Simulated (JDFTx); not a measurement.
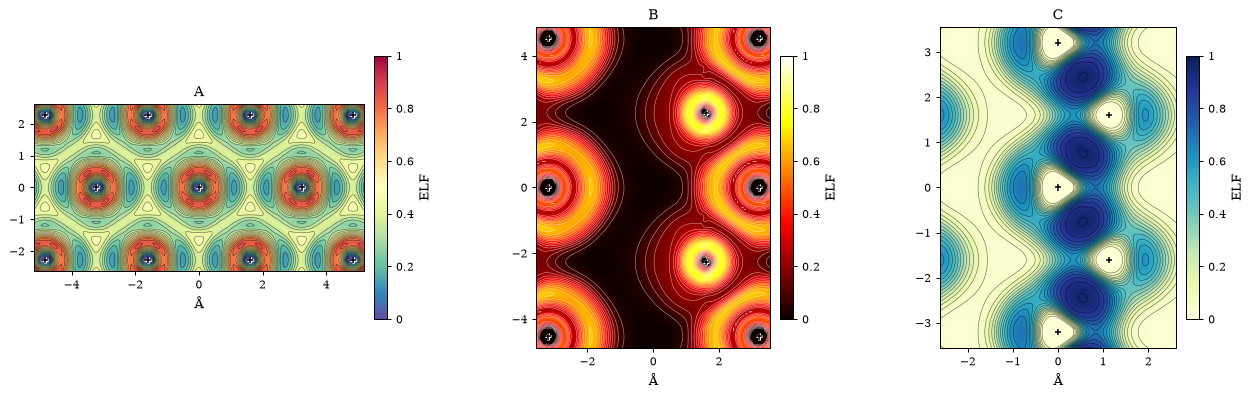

The electron localisation function of 3 systems, each on a plane through atoms (crosses mark nuclei in the plane).

Computed with Kohn-Sham DFT of a periodic cell, LDA, PseudoDojo-SR-LDA-0.4.1-standard (JDFTx).

System 1: CdTe, the (110) plane of the conventional cell. Space group F-43m.

```xyz
8
Lattice="6.4100 0.0000 0.0000 0.0000 0.0000 -6.4100 0.0000 6.4100 0.0000" Properties=species:S:1:pos:R:3 pbc="T T T"
Te    1.6025    1.6025   -4.8075
Te    4.8075    4.8075   -4.8075
Te    4.8075    1.6025   -1.6025
Te    1.6025    4.8075   -1.6025
Cd    3.2050    0.0000   -3.2050
Cd    0.0000    3.2050   -3.2050
Cd    0.0000    0.0000    0.0000
Cd    3.2050    3.2050    0.0000
```

System 2: BP, the (101) plane of the conventional cell. Space group F-43m; computed pressure about −6 GPa in this cell.

System 3: W, the (101) plane of the conventional cell. Space group Im-3m; computed pressure about −25 GPa in this cell.

```cif
data_structure
_symmetry_space_group_name_H-M 'P 1'
_symmetry_Int_Tables_number 1
_cell_length_a 3.2268
_cell_length_b 3.2268
_cell_length_c 3.2268
_cell_angle_alpha 90.000
_cell_angle_beta 90.000
_cell_angle_gamma 90.000
_cell_volume 33.60
loop_
_atom_site_label
_atom_site_type_symbol
_atom_site_fract_x
_atom_site_fract_y
_atom_site_fract_z
_atom_site_occupancy
W1 W 0.00000 0.00000 0.00000 1
W2 W 0.50000 0.50000 0.50000 1
```

### Which map belongs to which system?

Panel A is system 3, W: the plane holds W. W–W (2.79 Å): the ELF is about 0.40 at the midpoint. Panel B is system 1, CdTe: the plane holds Te and Cd. Cd–Te (2.78 Å): the ELF is about 0.50 at the midpoint. Panel C is system 2, BP: the plane holds P and B. B–P (1.97 Å): the ELF peaks at about 0.95 between the atoms, as expected for localised, covalent bonding.
